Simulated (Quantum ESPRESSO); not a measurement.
## Single-point calculation of TaN (part 2 of 2)

TaN (P6₃/mmc, 4 atoms in the cell); Kohn-Sham DFT of a periodic cell, PBE, SSSP 1.3 efficiency PBE, no spin polarisation (Quantum ESPRESSO 7.5); cutoff 816.34 eV, 10×10×5 k-mesh, fermi-dirac of 0.05 eV. The structure derives from a Materials Project entry. The volume is scaled by 1.02.

Geometry of the input (Å; fractional positions):
```
2.9411  0.0000  0.0000
-1.4706  2.5471  0.0000
0.0000  0.0000  5.9557
Ta 0.0000  0.0000  0.5000
Ta 0.0000  0.0000  0.0000
N  0.3333  0.6667  0.2500
N  0.6667  0.3333  0.7500
```

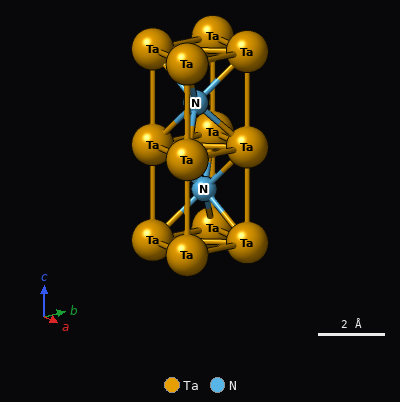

The input geometry (ball-and-stick view of the cell of the calculation, seen slightly off an axis). An atom can appear more than once, as a periodic image.

**Output, continued**
```
   -49.0578 -49.0479 -15.8044 -15.6058 -15.4982 -15.4766 -15.2305 -15.2117
     3.3144   3.7120  12.1537  12.8358  14.7898  14.9858  15.3967  15.9432
    17.8000  18.6439  20.2165  20.5921  20.8231  21.1821  23.0899  23.7501
    24.0271  24.9186

          k = 0.0000 0.3464 0.0000 (  2362 PWs)   bands (ev):

   -49.0461 -49.0142 -15.9483 -15.8378 -15.7357 -15.3213 -15.3198 -15.2564
     3.4577   4.1571  12.3195  12.7226  14.1070  14.1305  14.6315  16.5237
    16.5830  18.5449  20.7831  22.0686  22.6366  22.7279  22.9163  23.5326
    25.1992  26.2968

          k = 0.0000 0.3464 0.0988 (  2365 PWs)   bands (ev):

   -49.0430 -49.0173 -15.8935 -15.8275 -15.7443 -15.3820 -15.3151 -15.2626
     3.5355   4.1033  12.1631  12.7389  13.9571  14.5263  14.7825  16.3466
    16.7069  18.3291  20.8827  21.9163  22.2234  22.4011  23.4116  23.6786
    25.1359  26.0404

          k = 0.0000 0.3464 0.1975 (  2366 PWs)   bands (ev):

   -49.0351 -49.0253 -15.8082 -15.7833 -15.7239 -15.5412 -15.2990 -15.2789
     3.7296   3.9477  12.1495  12.4167  14.3424  14.6444  15.2044  15.7934
    17.2120  17.8295  21.0214  21.4082  21.9189  22.1335  23.8002  24.4395
    24.4889  25.4024

          k = 0.0000 0.4619 0.0000 (  2360 PWs)   bands (ev):

   -49.0274 -48.9960 -16.0790 -15.9588 -15.8834 -15.3770 -15.3089 -15.2839
     3.5358   4.6765  11.3425  12.1955  14.0850  14.3402  14.8542  16.1721
    16.6663  17.8133  22.3386  22.5456  23.4613  23.6846  23.8984  24.1059
    25.9905  26.7248

          k = 0.0000 0.4619 0.0988 (  2363 PWs)   bands (ev):

   -49.0244 -48.9990 -16.0675 -15.9709 -15.8283 -15.3706 -15.3437 -15.3155
     3.6385   4.5613  11.4218  12.4242  13.7015  14.5075  14.8265  16.3524
    16.3869  17.8236  22.4952  22.6231  23.1584  23.6929  24.0010  24.1439
    25.8387  26.4022

          k = 0.0000 0.4619 0.1975 (  2375 PWs)   bands (ev):

   -49.0166 -49.0069 -16.0378 -16.0011 -15.6825 -15.4976 -15.3536 -15.3326
     3.9132   4.2656  11.7855  12.3571  13.6829  14.3384  14.9814  15.6666
    17.0053  17.6096  22.3823  22.6064  23.1142  23.4795  24.4656  24.6360
    25.1713  25.5882

          k = 0.0000-0.5774 0.0000 (  2390 PWs)   bands (ev):

   -49.0203 -48.9891 -16.1672 -16.0423 -15.8601 -15.3982 -15.3288 -15.2701
     3.4993   4.9973  10.7897  12.0514  14.1472  14.2230  15.3510  15.9004
    16.7073  17.4368  22.2662  23.2813  24.1698  24.4534  24.7513  24.8223
    25.4998  26.9147

          k = 0.0000-0.5774 0.0988 (  2378 PWs)   bands (ev):

   -49.0173 -48.9921 -16.1554 -16.0544 -15.8062 -15.3916 -15.3355 -15.3290
     3.6211   4.8243  11.0189  12.2630  13.7619  14.3965  14.8749  16.3357
    16.3572  17.5969  22.7339  23.3094  24.0934  24.1948  24.5318  24.7262
    25.5666  26.4664

          k = 0.0000-0.5774 0.1975 (  2360 PWs)   bands (ev):

   -49.0095 -48.9999 -16.1243 -16.0858 -15.6627 -15.4805 -15.3743 -15.3529
     3.9559   4.4104  11.6386  12.3569  13.4342  14.0979  14.8907  15.6145
    17.0192  17.5661  23.2605  23.3560  23.7372  24.2146  24.7462  24.8486
    25.2970  25.4452

          k = 0.1000 0.1732 0.0000 (  2349 PWs)   bands (ev):

   -49.0747 -49.0423 -16.0400 -15.4467 -15.3750 -15.3697 -15.2415 -15.1811
     2.7035   4.1985  11.3318  14.4290  14.6488  14.7317  15.4142  16.2500
    16.3795  19.3956  20.2330  20.3004  21.0584  21.9249  23.1422  23.9445
    23.9469  24.6655

          k = 0.1000 0.1732 0.0988 (  2357 PWs)   bands (ev):

   -49.0716 -49.0454 -15.9800 -15.4554 -15.4259 -15.3767 -15.2358 -15.1869
     2.8395   4.0452  11.5381  13.9785  14.5542  14.7890  15.4880  16.2415
    17.0202  19.3254  19.7664  20.5614  21.1628  21.5270  23.0942  23.2641
    24.3740  24.9845

          k = 0.1000 0.1732 0.1975 (  2355 PWs)   bands (ev):

   -49.0635 -49.0535 -15.8199 -15.6162 -15.4174 -15.3951 -15.2207 -15.2021
     3.1998   3.6580  12.1136  12.9668  14.8332  14.9595  15.5895  15.8917
    18.3153  19.3139  19.4690  19.6893  21.2190  21.2363  22.9102  23.5669
    23.9190  24.8170

          k = 0.1000 0.2887 0.0000 (  2367 PWs)   bands (ev):

   -49.0540 -49.0220 -15.9729 -15.7107 -15.6154 -15.3354 -15.3234 -15.2577
     3.3268   4.0717  12.2840  13.4363  13.9705  14.0791  14.9893  15.8702
    16.9047  18.9713  20.2945  21.3794  21.9840  22.2484  23.3816  24.0796
    24.9166  25.1210

          k = 0.1000 0.2887 0.0988 (  2357 PWs)   bands (ev):

   -49.0509 -49.0251 -15.9157 -15.7025 -15.6238 -15.3984 -15.3171 -15.2641
     3.4099   4.0135  12.2636  13.1127  14.0769  14.2932  15.1517  15.8423
    17.2050  18.8071  19.9162  21.0076  22.0907  22.5639  23.3023  23.7383
    24.6157  25.7448

          k = 0.1000 0.2887 0.1975 (  2364 PWs)   bands (ev):

   -49.0430 -49.0331 -15.7659 -15.6834 -15.6431 -15.5575 -15.3008 -15.2806
     3.6162   3.8474  12.3352  12.6347  14.3348  14.4467  15.4723  15.7232
    17.8723  18.4244  19.6478  20.1573  22.2371  22.4196  23.3538  23.8036
    24.5638  25.4647

          k = 0.1000 0.4041 0.0000 (  2363 PWs)   bands (ev):

   -49.0332 -49.0017 -15.9666 -15.9017 -15.8524 -15.4050 -15.3349 -15.2947
     3.6640   4.3323  12.0190  12.5610  13.7162  14.2079  14.7682  15.6425
    17.3089  18.3265  21.0006  21.7989  22.9176  23.5995  23.8843  24.2340
    25.7633  25.8349

          k = 0.1000 0.4041 0.0988 (  2362 PWs)   bands (ev):

   -49.0302 -49.0047 -15.9551 -15.8696 -15.8409 -15.3984 -15.3567 -15.3402
     3.7354   4.2788  11.9728  12.7352  13.5202  14.2488  14.9235  15.6024
    17.3657  18.2126  20.7413  21.8916  22.8971  23.6755  23.9243  24.1754
    25.2960  26.2493

          k = 0.1000 0.4041 0.1975 (  2372 PWs)   bands (ev):

   -49.0223 -49.0126 -15.9272 -15.8934 -15.6981 -15.5115 -15.3807 -15.3589
     3.9166   4.1259  12.1170  12.5114  13.7382  14.1497  15.1662  15.4334
    17.5897  17.9364  20.7559  21.2527  23.2145  23.4915  24.0436  24.2688
    25.2655  26.0786

          k = 0.1000 0.5196 0.0000 (  2365 PWs)   bands (ev):

   -49.0203 -48.9891 -16.1166 -15.9951 -15.8605 -15.4551 -15.3815 -15.2701
     3.6178   4.8398  11.1002  12.3097  13.5241  14.8246  14.9626  15.2878
    17.3346  17.7771  21.9751  22.4729  23.5805  24.0836  24.4622  24.8624
    25.8746  26.8745

          k = 0.1000 0.5196 0.0988 (  2372 PWs)   bands (ev):

   -49.0173 -48.9921 -16.1051 -16.0069 -15.8065 -15.4481 -15.3886 -15.3289
     3.7232   4.7090  11.2958  12.5037  13.3778  14.5661  14.8852  15.2647
    17.3634  17.8703  22.0845  22.7139  23.2550  24.1011  24.4713  24.8326
    25.5262  26.8900

          k = 0.1000 0.5196 0.1975 (  2366 PWs)   bands (ev):

   -49.0095 -48.9999 -16.0749 -16.0375 -15.6629 -15.4809 -15.4295 -15.4069
     4.0085   4.3833  11.8415  12.5268  13.3202  13.9956  14.9061  15.1463
    17.5594  17.8391  22.2741  22.6122  23.5069  24.0878  24.1352  24.4932
    25.8199  26.6422

          k = 0.2000 0.3464 0.0000 (  2353 PWs)   bands (ev):

   -49.0354 -49.0038 -15.9120 -15.8871 -15.7805 -15.4511 -15.3778 -15.2989
     3.9346   3.9803  12.4629  13.2337  13.4097  13.6288  14.7304  15.3528
    17.8239  18.8046  20.0740  20.9264  22.9196  23.7291  24.3116  24.6359
    24.8087  25.8081

          k = 0.2000 0.3464 0.0988 (  2366 PWs)   bands (ev):

   -49.0324 -49.0068 -15.8774 -15.8587 -15.7882 -15.4441 -15.3864 -15.3582
     3.9559   3.9911  12.4626  13.0059  13.4522  13.7102  14.8832  15.4371
    17.9765  18.8983  19.3160  21.1496  23.0015  23.7892  24.0920  24.1462
    25.0223  26.2805

          k = 0.2000 0.3464 0.1975 (  2365 PWs)   bands (ev):

   -49.0245 -49.0148 -15.8521 -15.8219 -15.7030 -15.5170 -15.4256 -15.4024
     3.9933   4.0057  12.5014  12.6829  13.5984  13.7230  15.2080  15.4556
    18.2110  18.5597  19.4291  20.3882  23.3508  23.5639  23.9192  23.9397
    25.5206  26.3239

          k = 0.2000 0.4619 0.0000 (  2350 PWs)   bands (ev):

   -49.0203 -48.9891 -16.0080 -15.8941 -15.8617 -15.5731 -15.4911 -15.2702
     3.9133   4.4861  11.7503  12.9739  13.1670  14.1257  14.2176  15.3775
    18.4724  18.5851  20.4829  20.8137  23.7705  23.8788  24.8419  25.0920
    25.4425  26.4602

          k = 0.2000 0.4619 0.0988 (  2362 PWs)   bands (ev):

   -49.0173 -48.9921 -15.9973 -15.9058 -15.8071 -15.5653 -15.4991 -15.3290
     3.9735   4.4389  11.9170  12.9966  13.1412  13.8481  14.3693  15.3206
    18.4135  18.5862  20.2040  21.4669  23.2758  23.8380  24.6134  24.8639
    25.7402  26.7450

          k = 0.2000 0.4619 0.1975 (  2368 PWs)   bands (ev):

   -49.0095 -48.9999 -15.9693 -15.9345 -15.6634 -15.5448 -15.5205 -15.4794
     4.1269   4.3059  12.3459  12.8405  13.1856  13.4603  14.6665  15.0409
    18.3923  18.4742  20.5994  21.3682  23.2771  23.7370  24.1833  24.2582
    26.5363  27.0395

          k = 0.2000 0.5774 0.0000 (  2355 PWs)   bands (ev):

   -49.0145 -48.9834 -16.0497 -15.9335 -15.8421 -15.6237 -15.5378 -15.2591
     3.8923   4.7131  11.4743  12.8260  12.9961  14.0163  14.4838  15.4000
    18.4041  18.4884  21.0472  21.6956  22.6240  24.5511  24.8653  25.0071
    25.7804  26.8144

          k = 0.2000 0.5774 0.0988 (  2361 PWs)   bands (ev):

   -49.0116 -48.9864 -16.0387 -15.9447 -15.7888 -15.6156 -15.5461 -15.3172
     3.9695   4.6339  11.6887  12.8106  13.0701  13.9481  14.3891  15.1543
    18.4376  18.4806  21.3184  21.8417  22.7930  24.0288  24.0964  25.2060
    25.9235  27.0222

          k = 0.2000 0.5774 0.1975 (  2374 PWs)   bands (ev):

   -49.0038 -48.9942 -16.0099 -15.9740 -15.6471 -15.5944 -15.5673 -15.4665
     4.1730   4.4270  12.2179  12.7041  13.2162  13.5873  14.4413  14.7127
    18.4584  18.4598  21.9106  22.1249  23.3177  23.3391  23.3450  24.2169
    26.8273  27.2070

          k = 0.3000 0.5196 0.0000 (  2367 PWs)   bands (ev):

   -49.0123 -48.9813 -15.9515 -15.8426 -15.8359 -15.7617 -15.6665 -15.2550
     4.1749   4.4694  12.0172  12.8243  13.1623  13.3818  13.9117  15.6054
    19.2235  20.0616  20.0787  20.1323  22.2386  24.3079  25.4356  25.5319
    25.5743  26.2998

          k = 0.3000 0.5196 0.0988 (  2366 PWs)   bands (ev):

   -49.0094 -48.9843 -15.9413 -15.8534 -15.7830 -15.7521 -15.6757 -15.3127
     4.2108   4.4501  12.2192  12.7669  13.0242  13.6249  13.8554  15.2978
    19.0618  19.4190  20.4547  21.0340  22.3957  23.7793  24.5276  24.8429
    26.4724  26.8725

          k = 0.3000 0.5196 0.1975 (  2372 PWs)   bands (ev):

   -49.0016 -48.9920 -15.9145 -15.8809 -15.7293 -15.6997 -15.6405 -15.4615
     4.2979   4.3899  12.5186  12.6435  13.2175  13.6605  13.9841  14.5770
    18.9351  19.0404  21.2490  21.8025  22.8505  23.0318  23.6392  23.7671
    27.2328  27.3985

     the Fermi energy is    19.4982 ev

!    total energy              =    -324.42073325 Ry
     estimated scf accuracy    <          7.2E-10 Ry
     smearing contrib. (-TS)   =      -0.00075935 Ry
     internal energy E=F+TS    =    -324.41997389 Ry

     The total energy is F=E-TS. E is the sum of the following terms:
     one-electron contribution =     -16.22903868 Ry
     hartree contribution      =      30.88159225 Ry
     xc contribution           =     -95.52706433 Ry
     ewald contribution        =    -243.54546314 Ry

     convergence has been achieved in  10 iterations

     negative rho (up, down):  2.011E-01 0.000E+00

     Forces acting on atoms (cartesian axes, Ry/au):

     atom    1 type  1   force =     0.00000000    0.00000000    0.00000000
     atom    2 type  1   force =     0.00000000    0.00000000    0.00000000
     atom    3 type  2   force =     0.00000000    0.00000000    0.00000000
     atom    4 type  2   force =    -0.00000000    0.00000000    0.00000000

     Total force =     0.000000     Total SCF correction =     0.000000

     Computing stress (Cartesian axis) and pressure

     negative rho (up, down):  2.011E-01 0.000E+00
          total   stress  (Ry/bohr**3)                   (kbar)     P=      -75.28
  -0.00049478  -0.00000000  -0.00000000          -72.79       -0.00       -0.00
  -0.00000000  -0.00049478   0.00000000           -0.00      -72.79        0.00
  -0.00000000   0.00000000  -0.00054569           -0.00        0.00      -80.27

=------------------------------------------------------------------------------=
   JOB DONE.
=------------------------------------------------------------------------------=
```

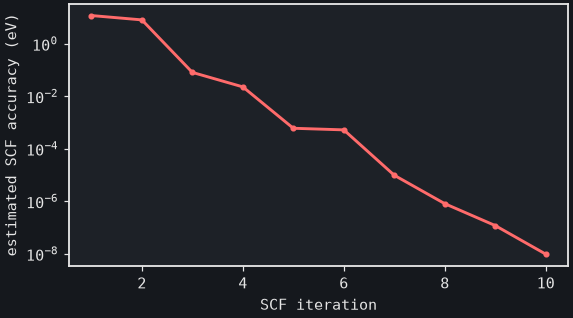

Convergence of the self-consistent field: estimated SCF accuracy against the iteration. The field takes 10 iterations in all.

**Key numbers**

```csv
quantity,value
outcome,converged
space group (tolerance 0.01 Å),P6₃/mmc (194)
electrons treated,36
free energy,−4413.9689 eV
Fermi energy,19.498 eV
gap on the k-point mesh,none (metallic)
pressure,−7.53 GPa
largest force (length of the vector),under 0.001 eV/Å
wall time,43 s
peak memory,0.42 GiB
```

**Remarks**

Notes on the run: negative rho. Spin–orbit coupling is left out, which matters for Ta. The cell is under a tension of 7.5 GPa at this level, so it is not at its equilibrium volume.
